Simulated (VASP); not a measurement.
# GW on BAs

Aim: the quasiparticle gap of BAs, and what it costs to get it. The cell is of the zinc-blende type, one of the forms listed for this formula. The start is a cell from a database of measured crystal structures.

Program: VASP 6.6.1. Level of theory: PBE, spin-orbit coupling; plane waves and PAW (B_GW, As_GW), in the first sound run; inputs show where later runs differ. Results are calculated unless marked as measured.

### 1. The structure

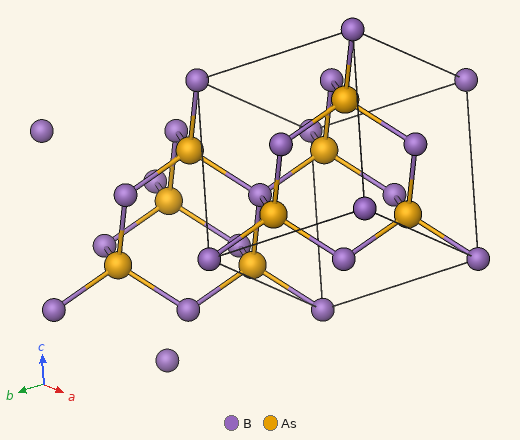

Start, viewed from a free direction; boron purple, arsenic orange. 1×2×1 cells are drawn. This picture shows the conventional cell, with its axes. Bonds to atoms that aren't drawn are left out. Some periodic images of atoms are drawn too.

### 2. Ground state

Many-body steps start from the orbitals of a self-consistent run, here PBE. A small SIGMA keeps every occupation at zero or full.

Input file INCAR:

```
SYSTEM = BAs
PREC = Accurate
ENCUT = 340
EDIFF = 1E-08
NELM = 100
ISMEAR = 0
SIGMA = 0.01
LREAL = .FALSE.
ALGO = Normal
GGA = PE
LNONCOLLINEAR = .TRUE.
MAGMOM = 0 0 0 0 0 0
NBANDS = 20
GGA_COMPAT = .FALSE.
LASPH = .TRUE.
LSORBIT = .TRUE.
LORBIT = 11
LWAVE = .TRUE.
LCHARG = .FALSE.
KPAR = 8
```

Input file POSCAR:

```
BAs
1.0
    0.0000000000      2.3885000000      2.3885000000
    2.3885000000      0.0000000000      2.3885000000
    2.3885000000      2.3885000000      0.0000000000
B As
1 1
Direct
    0.0000000000      0.0000000000      0.0000000000
    0.2500000000      0.2500000000      0.2500000000
```

Input file KPOINTS:

```
Automatic mesh
0
Gamma
6 6 6
0 0 0
```

PAW data sets: B_GW and As_GW (PBE family, release 64).

Run with:

```console
$ mpirun -np 8 vasp_ncl
```

What it wrote:

```text
[banner, memory and clock lines left out]
running    8 mpi-ranks, on    1 nodes
 distrk:  each k-point on    1 cores,    8 groups
 distr:  one band on    1 cores,    1 groups

 POSCAR found type information on POSCAR B As
 POSCAR found :  2 types and       2 ions
|                                                                             |
|           W    W    AA    RRRRR   N    N  II  N    N   GGGG   !!!           |
|           W    W   A  A   R    R  NN   N  II  NN   N  G    G  !!!           |
|           W    W  A    A  R    R  N N  N  II  N N  N  G       !!!           |
|           W WW W  AAAAAA  RRRRR   N  N N  II  N  N N  G  GGG   !            |
|           WW  WW  A    A  R   R   N   NN  II  N   NN  G    G                |
|           W    W  A    A  R    R  N    N  II  N    N   GGGG   !!!           |
|                                                                             |
|     For optimal performance we recommend to set                             |
|       NCORE = 2 up to number-of-cores-per-socket                            |
|     NCORE specifies how many cores store one orbital (NPAR=cpu/NCORE).      |
|     This setting can greatly improve the performance of VASP for DFT.       |
|     The default, NCORE=1 might be grossly inefficient on modern             |
|     multi-core architectures or massively parallel machines. Do your        |
|     Unfortunately you need to use the default for GW and RPA                |
|     calculations (for HF NCORE is supported but not extensively tested      |
|     yet).                                                                   |
|                                                                             |

 LDA part: xc-table for (Slater+PW92), standard interpolation
 POSCAR, INCAR and KPOINTS ok, starting setup
 FFT: planning ... GRIDC
 FFT: planning ... GRID_SOFT
 FFT: planning ... GRID
 WAVECAR not read
 entering main loop
       N       E                     dE             d eps       ncg     rms          rms(c)
DAV:   1     0.134692727677E+02    0.13469E+02   -0.25959E+03   880   0.545E+02
DAV:   2    -0.107364000837E+02   -0.24206E+02   -0.22252E+02  1248   0.128E+02
DAV:   3    -0.120239835060E+02   -0.12876E+01   -0.12716E+01  1092   0.270E+01
DAV:   4    -0.120607120253E+02   -0.36729E-01   -0.36713E-01  1256   0.485E+00
DAV:   5    -0.120609773112E+02   -0.26529E-03   -0.26527E-03  1132   0.321E-01    0.402E+00
DAV:   6    -0.114581044158E+02    0.60287E+00   -0.43451E-01  1176   0.692E+00    0.169E+00
DAV:   7    -0.114040278197E+02    0.54077E-01   -0.15705E-01  1160   0.286E+00    0.756E-01
DAV:   8    -0.113966327089E+02    0.73951E-02   -0.17887E-02  1064   0.109E+00    0.129E-01
DAV:   9    -0.113962545251E+02    0.37818E-03   -0.10491E-03  1048   0.311E-01    0.511E-02
DAV:  10    -0.113964254248E+02   -0.17090E-03   -0.27214E-04  1024   0.110E-01    0.399E-02
DAV:  11    -0.113964462845E+02   -0.20860E-04   -0.22192E-05  1064   0.459E-02    0.102E-02
DAV:  12    -0.113964466387E+02   -0.35417E-06   -0.57267E-06  1164   0.198E-02    0.234E-03
DAV:  13    -0.113964468873E+02   -0.24862E-06   -0.11569E-06  1004   0.776E-03    0.456E-04
DAV:  14    -0.113964469975E+02   -0.11017E-06   -0.41546E-08  1372   0.162E-03    0.398E-04
DAV:  15    -0.113964471164E+02   -0.11889E-06   -0.27951E-09   660   0.509E-04    0.179E-04
DAV:  16    -0.113964471304E+02   -0.13976E-07   -0.36159E-09   688   0.475E-04    0.248E-05
DAV:  17    -0.113964471203E+02    0.10059E-07   -0.45570E-10   608   0.262E-04    0.110E-05
DAV:  18    -0.113964471177E+02    0.26279E-08   -0.70571E-11   620   0.996E-05
   1 F= -.11396447E+02 E0= -.11396447E+02  d E =-.306828E-92  mag=     0.0000    -0.0000    -0.0000
 writing wavefunctions
```

Run time: 4.2 s. Hardware: 8 MPI ranks of Intel Xeon 6975P-C (Granite Rapids), shared host; peak memory 1.5 GiB; 30 s of CPU time.

The logs omit lines about the potential files and the build; timing stands in the text.

OUTCAR, selected parts (step 2):

```text
ion  position               nearest neighbor table
   1  0.000  0.000  0.000-   2 2.07   2 2.07   2 2.07   2 2.07
   2  0.250  0.250  0.250-   1 2.07   1 2.07   1 2.07   1 2.07

  LATTYP: Found a face centered cubic cell.
 ALAT       =     4.7770000000

 Subroutine GETGRP returns: Found 24 space group operations
 (whereof 24 operations were pure point group operations)

The static configuration has the point symmetry T_d .

 Found     22 irreducible k-points:

   k-points           NKPTS =     22   k-points in BZ     NKDIM =     22   number of bands    NBANDS=     20

   dimension x,y,z NGX =    20 NGY =   20 NGZ =   20
   dimension x,y,z NGXF=    40 NGYF=   40 NGZF=   40

   ENCUT  =  340.0 eV  24.99 Ry    5.00 a.u.   5.08  5.08  5.08*2*pi/ulx,y,z

   NELECT =       8.0000    total number of electrons

 k-points in reciprocal lattice and weights: Automatic mesh
   0.00000000  0.00000000  0.00000000       0.005
   0.16666667  0.00000000  0.00000000       0.019
  -0.16666667  0.00000000  0.00000000       0.019
   0.33333333  0.00000000  0.00000000       0.019
  -0.33333333  0.00000000  0.00000000       0.019
   0.50000000  0.00000000  0.00000000       0.019
   0.16666667  0.16666667  0.00000000       0.028
   0.33333333  0.16666667  0.00000000       0.056
  -0.33333333 -0.16666667  0.00000000       0.056
[...]
-0.33333333  0.33333333  0.16666667       0.111
  -0.33333333  0.50000000  0.16666667       0.056

 average (electrostatic) potential at core
       1 -26.7447       2 -48.7317

 E-fermi :   6.3785

 k-point     1 :       0.0000    0.0000    0.0000
  band No.  band energies     occupation
    ...
      4       6.0309      1.00000
      5       6.2359      1.00000
      6       6.2359      1.00000
      7       6.2359      1.00000
      8       6.2359      1.00000
      9       9.3027      0.00000
     10       9.3027      0.00000
     11       9.5179      0.00000
     12       9.5179      0.00000
     13       9.5179      0.00000
    ...

 k-point     2 :       0.1667    0.0000    0.0000
  band No.  band energies     occupation
    ...
      4       3.2064      1.00000
      5       5.4211      1.00000
      6       5.4211      1.00000
      7       5.5549      1.00000
      8       5.5569      1.00000
      9       9.4575      0.00000
     10       9.4575      0.00000
     11      10.2632      0.00000
     12      10.2632      0.00000
     13      10.3986      0.00000
    ...

 k-point     3 :      -0.1667    0.0000    0.0000
  band No.  band energies     occupation
    ...
      4       3.2064      1.00000
      5       5.4211      1.00000
      6       5.4211      1.00000
      7       5.5549      1.00000
      8       5.5569      1.00000
      9       9.4575      0.00000
     10       9.4575      0.00000
     11      10.2632      0.00000
     12      10.2632      0.00000
     13      10.3986      0.00000
    ...

  Total        0.4905001      0.4905001      0.4905001      0.0000000      0.0000000      0.0000000
  in kB       28.8365905     28.8365905     28.8365905      0.0000000      0.0000000      0.0000000
  external PRESSURE =      28.8365905 kB  Pullay stress =       0.0000000 kB

  energy-cutoff  :      340.00
  volume of cell :       27.25
      direct lattice vectors                 reciprocal lattice vectors
     0.000000000  2.388500000  2.388500000    -0.209336404  0.209336404  0.209336404
     2.388500000  0.000000000  2.388500000     0.209336404 -0.209336404  0.209336404
     2.388500000  2.388500000  0.000000000     0.209336404  0.209336404 -0.209336404

 POSITION                                       TOTAL-FORCE (eV/Angst)
 -----------------------------------------------------------------------------------
      0.00000      0.00000      0.00000        -0.000000     -0.000000     -0.000000
      1.19425      1.19425      1.19425         0.000000      0.000000      0.000000
 -----------------------------------------------------------------------------------
    total drift:                                0.000001      0.000001      0.000001

  FREE ENERGIE OF THE ION-ELECTRON SYSTEM (eV)
  ---------------------------------------------------
  free  energy   TOTEN  =       -11.3964471177 eV

  energy  without entropy=      -11.3964471177  energy(sigma->0) =      -11.39644712

 Spin-Orbit-Coupling matrix elements
 Ion:    1  E_soc:     -0.0000084
 Ion:    2  E_soc:     -0.0244911

 total charge
# of ion       s       p       d       tot
------------------------------------------
    1        0.635   1.124   0.000   1.760
    2        1.150   1.628   0.088   2.866
--------------------------------------------------
tot          1.785   2.752   0.088   4.626

 magnetization (x)
# of ion       s       p       d       tot
------------------------------------------
    1       -0.000   0.000   0.000  -0.000
    2       -0.000   0.000   0.000   0.000
--------------------------------------------------
tot         -0.000   0.000   0.000   0.000

 magnetization (y)
# of ion       s       p       d       tot
------------------------------------------
    1        0.000   0.000   0.000   0.000
    2       -0.000  -0.000  -0.000  -0.000
--------------------------------------------------
tot          0.000  -0.000  -0.000   0.000

 magnetization (z)
# of ion       s       p       d       tot
------------------------------------------
    1       -0.000   0.000   0.000  -0.000
    2       -0.000  -0.000   0.000  -0.000
--------------------------------------------------
tot         -0.000  -0.000   0.000  -0.000

[... 3 further parts left out ...]
```

The gap is read on the k-mesh alone, so it is an upper bound where the band edges lie off the mesh. LASPH is switched on together with spin-orbit coupling, so the change from the scalar run holds both.

A gap read on the k-mesh alone can miss the band edges.

This step gave:

- free energy (TOTEN): -11.40 eV
- Fermi energy: 6.378 eV
- pressure: 2.884 GPa
- gap on the k-mesh: 1.205 eV
- least direct gap on the k-mesh: 3.067 eV

The spin moment in the PAW sphere vanishes on all atoms.

On-site spin-orbit energy by atom:

```tsv
atom	on-site spin-orbit energy (eV)
B1	0.0000
As2	-0.0245
```

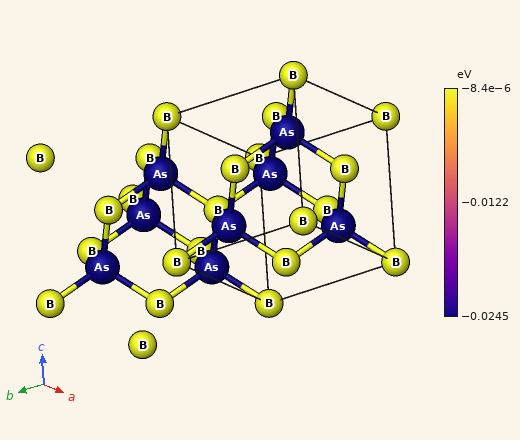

Atoms coloured by on-site spin-orbit energy. Bonds to atoms that aren't drawn are left out. 1×2×1 conventional cells are drawn. Some periodic images of atoms are drawn too.

The cell has a gap of 1.20 eV on this mesh and a pressure of +2.9 GPa, which holds the misfit of the given cell and coordinates with this functional, and any error of cutoff, mesh and data sets.

### 3. Empty bands, SOC yes, program vasp ncl

The next step needs empty bands that the ground-state run didn't converge, so the Hamiltonian is diagonalised exactly for NBANDS bands, in a single step. LOPTICS writes the k-derivatives of the orbitals (WAVEDER), which give the long-wavelength limit of the screening.

Input file INCAR:

```
SYSTEM = BAs
PREC = Accurate
ENCUT = 340
ISMEAR = 0
SIGMA = 0.01
LREAL = .FALSE.
GGA = PE
LNONCOLLINEAR = .TRUE.
MAGMOM = 0 0 0 0 0 0
NBANDS = 168
GGA_COMPAT = .FALSE.
LASPH = .TRUE.
LSORBIT = .TRUE.
ALGO = Exact
NELM = 1
LWAVE = .TRUE.
LCHARG = .FALSE.
LOPTICS = .TRUE.
NEDOS = 1000
CSHIFT = 0.1
```

POSCAR is that of step 2.

KPOINTS is that of step 2.

Run with:

```console
$ mpirun -np 8 vasp_ncl
```

What it wrote:

```text
[banner, memory and clock lines left out]
running    8 mpi-ranks, on    1 nodes
 distrk:  each k-point on    8 cores,    1 groups
 distr:  one band on    1 cores,    8 groups

 POSCAR found type information on POSCAR B As
 POSCAR found :  2 types and       2 ions
 [... a notice as in an earlier step ...]

 LDA part: xc-table for (Slater+PW92), standard interpolation
 found WAVECAR, reading the header
  number of bands has changed, file:    20 present:   168
  trying to continue reading WAVECAR, but it might fail
 POSCAR, INCAR and KPOINTS ok, starting setup
 FFT: planning ... GRIDC
 FFT: planning ... GRID_SOFT
 FFT: planning ... GRID
 reading WAVECAR
 random initialization beyond band           20
 the WAVECAR file was read successfully
 initial charge from wavefunction
 entering main loop
       N       E                     dE             d eps       ncg     rms          rms(c)
DIA:   1    -0.113964471151E+02   -0.11396E+02    0.00000E+00     0   0.000E+00
   1 F= -.11396447E+02 E0= -.11396447E+02  d E =-.259631E-77  mag=     0.0000    -0.0000    -0.0000
 writing wavefunctions
 optical routines
 imaginary and real dielectric function
 recalculating local potential from charge density
 direction            1
 direction            2
 direction            3
```

It took 4.4 s on 8 MPI ranks; peak memory 1.2 GiB; 31 s of CPU time.

Parts of OUTCAR (step 3):

```text
The static configuration has the point symmetry T_d .

 Found     22 irreducible k-points:

   k-points           NKPTS =     22   k-points in BZ     NKDIM =     22   number of bands    NBANDS=    168

   NELECT =       8.0000    total number of electrons

 E-fermi :   6.3659

  Total        0.4905132      0.4905132      0.4905132      0.0000000     -0.0000000      0.0000000
  in kB       28.8373652     28.8373652     28.8373652      0.0000000     -0.0000000      0.0000000
  external PRESSURE =      28.8373652 kB  Pullay stress =       0.0000000 kB

  FREE ENERGIE OF THE ION-ELECTRON SYSTEM (eV)
  ---------------------------------------------------
  free  energy   TOTEN  =       -11.3964471151 eV

  energy  without entropy=      -11.3964471151  energy(sigma->0) =      -11.39644712

 plasma frequency squared (from intraband transitions) (eV^2)
  --------------------------------------------------------------------------------------
       0.000       0.000       0.000
       0.000       0.000       0.000
       0.000       0.000       0.000

[... 16 parts as in an earlier step ...]
```

WAVECAR now holds 168 bands for 8 electrons. Its independent-particle dielectric tensor has xx, yy, zz = 11.6, 11.6, 11.6 on this mesh, which isn't tested for convergence in mesh or bands and lacks local fields.

(Part 1 of 3 ends here.)

[Lines on the potential files, build, host, timing and source positions are cut from VASP's logs without a mark.]

[Logs are printed without paths, hosts, clocks, repeated set-up lines and the standing remarks that a program may print on its own settings, such as how far it seeks lower states.]

[Hosts, paths, dates, database ids (printed as entryN), source tags and the programs' standing remarks are cut or masked in the printed files.]

[Pressures printed for these runs are not shown converged in the cutoff: they can be off by several GPa and have the wrong sign.]
